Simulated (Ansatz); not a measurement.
Ni$_{3}$Ge

Input

```
crystal:
  lattice:
    - [3.5303341067, 0.0, 0.0]
    - [0.0, 3.5303341067, 0.0]
    - [0.0, 0.0, 3.5303341067]
  atoms:
    - { symbol: Ni, position: [0.5, 0.0, 0.5], spin: 0.05 }
    - { symbol: Ni, position: [0.0, 0.5, 0.5], spin: 0.05 }
    - { symbol: Ni, position: [0.5, 0.5, 0.0], spin: 0.05 }
    - { symbol: Ge, position: [0.0, 0.0, 0.0] }
magnetization:
  spin_polarized: true
  magnetic_field: 3000
kpoints:
  mp_grid: { grid: [8, 8, 8] }
scf:
  occupations: { method: fermi_dirac, width: 0.05 }
  convergence: { dr2_threshold: 1.0e-10 }
  lower_state_search: "off"
hamiltonian:
  xc: lda
  pseudopotentials: { kind: paw }
output:
  forces: true
  stress: true
  eigenvalues: true
  write_density: true
  write_potential: true
  elf: true
  volumetric_format: npy
```

Command:

```sh
ansatz run input.yaml --threads 2 --pin off --max-ram 6144MiB --backend cpu --events-out ev --progress --plain --runs-dir out
```

Below, planes, directions and counts refer to the conventional cell (a = 3.53 Å, b = 3.53 Å, c = 3.53 Å, α = 90.00°, β = 90.00°, γ = 90.00°).

Space group Pm-3m; a structure from a database of computed crystals, not necessarily the ambient phase; computed pressure about −8 GPa in this cell; spin-polarised.

Computed with DFT, LDA, PAW with Ansatz's default frozen-core files, scalar-relativistic in Ansatz 0.2.0.

What can the converged valence pseudo-density and electron localisation function tell about the bonding?

Ni–Ni (2.50 Å): the density is about 0.33 e/Å³ at the midpoint; the ELF is about 0.25 at the midpoint (no localised pair shows between them).
Ni–Ge (2.50 Å): the density is about 0.36 e/Å³ at the midpoint; the ELF is about 0.35 at the midpoint.

Does the calculation make it a metal, or give it a gap?

It is gapless in this calculation (a metal or semimetal).

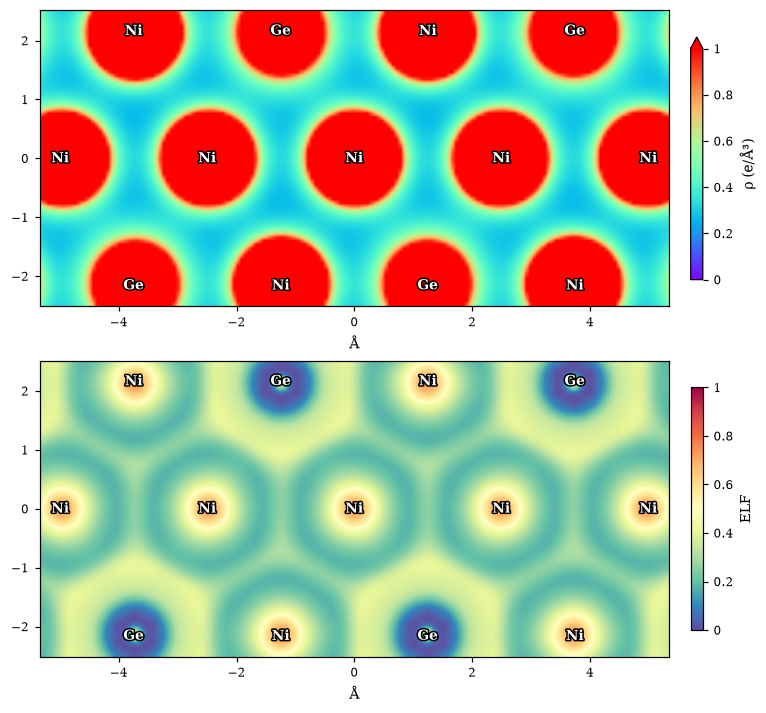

Computed valence pseudo-density and electron localisation function on the (111) plane of the conventional cell, in this order. 

Core electrons are frozen (PAW), and the valence fields are smoothed inside the atomic spheres.
